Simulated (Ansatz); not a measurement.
**Energy of ZrC along an even scaling of the cell**

System: ZrC (4 atoms in the cell).
Method: Kohn-Sham DFT of a periodic cell, LDA, Ansatz PAW, no spin polarisation (Ansatz 0.2.0).

The 6 runs differ only in the geometry, by an even scaling of the cell at fixed fractional positions. The structure derives from a Materials Project entry.

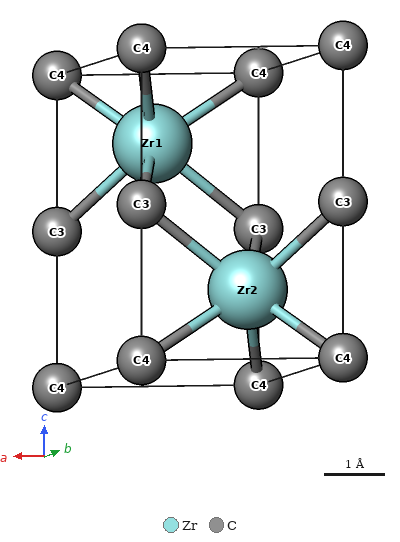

Figure 1. The structure of run 4 (ball-and-stick view of the cell of the calculation, seen at an oblique angle; atoms are numbered from 1 in the order of the input). An atom can appear more than once, as a periodic image.

**Input of run 4**
```yaml
crystal:
  lattice:
    - [3.3914762718, 0.0, 0.0]
    - [-1.6957381359, 2.9371046077, 0.0]
    - [0.0, 0.0, 5.290053]
  atoms:
    - { symbol: Zr, position: [0.6666666667, 0.3333333333, 0.75] }
    - { symbol: Zr, position: [0.3333333333, 0.6666666667, 0.25] }
    - { symbol: C, position: [0.0, 0.0, 0.5] }
    - { symbol: C, position: [0.0, 0.0, 0.0] }
hamiltonian:
  xc: lda
  pseudopotentials: { kind: paw }
kpoints:
  mp_grid: { grid: [9, 9, 5] }
scf:
  occupations: { method: fermi_dirac, width: 0.05 }
output:
  forces: true
  stress: true
  eigenvalues: true
```

Command:
```bash
ansatz run input.yaml --threads 2 --pin off --max-ram 5632MiB --backend cpu --events-out ev --progress --plain --runs-dir out
```

Run 2 differs from it as follows:
```diff
-    - [3.3914762718, 0.0, 0.0]
-    - [-1.6957381359, 2.9371046077, 0.0]
-    - [0.0, 0.0, 5.290053]
+    - [3.3456398925, 0.0, 0.0]
+    - [-1.6728199463, 2.8974091388, 0.0]
+    - [0.0, 0.0, 5.218557033]
```

**Results, with one run withheld**

| run | volume per atom (Å³) | free energy per atom, from the lowest run given (meV) | pressure (GPa) |
| --- | --- | --- | --- |
| 1 | 12.383 | 0.00 | 2.03 |
| 2 | 12.647 | ? | ? |
| 3 | 12.910 | 9.79 | −7.66 |
| 4 | 13.174 | 25.84 | −11.77 |
| 5 | 13.437 | 48.27 | −15.46 |
| 6 | 13.701 | 76.46 | −18.78 |

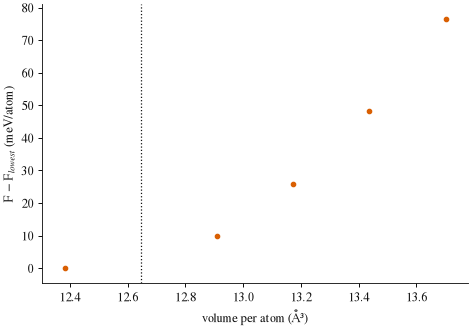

Figure 2. Free energy per atom of the runs given; the dotted line marks run 2.

Fit the runs given and predict run 2.

A cubic polynomial in V^(−2/3) (the Birch–Murnaghan form), fitted to the 5 runs given, misses them by at most 0.02 meV per atom. With x = V^(−2/3) − 0.17988 Å⁻², it reads F = 21.187 − 7358.1 x + 6.1619e+05 x² + 5.5801e+05 x³ (meV per atom). At run 2 it gives 0.90 meV per atom, and the run itself gives 0.90. The slope of the fit gives a pressure −dF/dV of −3.07 GPa there, and the run prints −3.07 GPa. The fit has its minimum at 12.486 Å³ per atom, where V d²F/dV² gives 247 GPa. Cell shape and fractional positions are held, so this is the stiffness under even scaling; the relaxed bulk modulus wasn't computed.

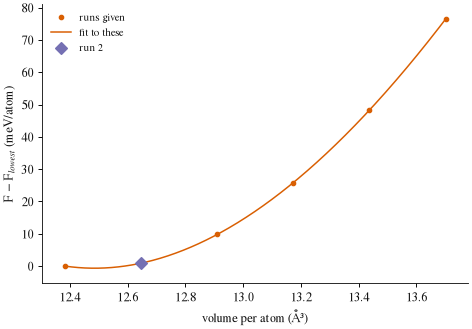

Figure 3. The fit and the withheld run.

**Output, shortened to warnings, some set-up lines, iterations and results (run 2)**
```
Basis set: ecut = 420 eV, 977 PW (Γ)
Symmetry: 24 space group operations
k-points: 36 of 405
Initial density: superposition of atomic densities (neutral atoms: chi_scale 0, normalization atom), corrected by the library's trained network
[...]
SCF iter   1: F=—  HF=-8643.997138 eV  |F-HF|=—  |Δ(HF+E_count)|=         —  Δρ=1.21e-2  dr2=8.07e-2  ethr=1.77e-3  ⟨swp⟩=4.7  Hψ=2944  notcnv=0
SCF iter   2: F=—  HF=-8643.980463 eV  |F-HF|=—  |Δ(HF+E_count)|=   1.67e-2  Δρ=5.14e-3  dr2=6.84e-3  ethr=2.52e-4  ⟨swp⟩=2.0  Hψ=1151  notcnv=0
SCF iter   3: F=—  HF=-8643.979276 eV  |F-HF|=—  |Δ(HF+E_count)|=   1.19e-3  Δρ=1.97e-3  dr2=9.96e-4  ethr=2.14e-5  ⟨swp⟩=1.4  Hψ=763  notcnv=0
SCF iter   4: F=—  HF=-8643.979049 eV  |F-HF|=—  |Δ(HF+E_count)|=   2.27e-4  Δρ=1.98e-4  dr2=1.63e-5  ethr=3.11e-6  ⟨swp⟩=2.4  Hψ=968  notcnv=0
SCF iter   5: F=—  HF=-8643.979044 eV  |F-HF|=—  |Δ(HF+E_count)|=   4.66e-6  Δρ=4.14e-5  dr2=7.87e-7  ethr=5.09e-8  ⟨swp⟩=2.0  Hψ=1293  notcnv=0
SCF iter   6: F=-8643.979044 eV  HF=-8643.979044 eV  |F-HF|=2.54e-9  |Δ(HF+E_count)|=   4.84e-8  Δρ=7.35e-6  dr2=2.13e-8  ethr=3.13e-10  ⟨swp⟩=5.1  Hψ=2784  notcnv=0
SCF 1 converged in 6 iterations: F = -8643.979044 eV  dr2 = 2.13e-8
SCF converged after 6 iterations
Free energy (F): -8643.979044 eV
Harris-Foulkes:  -8643.979044 eV  (|F-HF|=2.54e-9)
Internal energy: -8643.972596 eV  (E = F + TS)
E sigma→0 (E₀):  -8643.975820 eV
Entropy (-TS):   -0.006448 eV (-1.612 meV/atom)
Fermi energy:    15.301450 eV
--- Per-component energies (eV) ---
  E_band       = -87.697634
  E_kinetic    = 848.456409
  E_local      = -1180.214016  (includes V_loc(G=0)·N_el)
  E_nonlocal   = 220.113269
  E_hartree    = 354.189438
  E_xc         = -420.484045
  E_vxc        = -505.207532  (∫ρ·V_xc dr)
  E_paw        = -5879.590016  (= ΣΔE_a)
  E_vpaw       = -179.225722  (= ΣTr[D̂ρ^β])
  E_aug_tail   = 0.000070  (compensation charges beyond the density's cutoff)
  E_ewald      = -2587.310173
  E_core_change = 0.866467  (= ΣΔE_core)
  E_smearing   = -0.006448  (= −TS)
  E_closure    = -0.000000  (closes the sum)
  Σ components = -8643.979044   (vs F -8643.979044, Δ=0.00e0)
--- Forces (eV/Å), atoms counted from 1 ---
  atom   1  Zr     0.00000000    -0.00000000     0.00000000
  atom   2  Zr    -0.00000000     0.00000000    -0.00000000
  atom   3  C     -0.00000000     0.00000000     0.00000000
  atom   4  C      0.00000000     0.00000000    -0.00000000
  max |Σ_I F_I| component: 3.70e-17 eV/Å
--- Stress (GPa, compression-positive) ---
       -3.680720       0.000000      -0.000000
        0.000000      -3.680720       0.000000
       -0.000000       0.000000      -1.851937
  P = ⅓ Tr σ = -3.0711 GPa (-30.711 kbar)
```
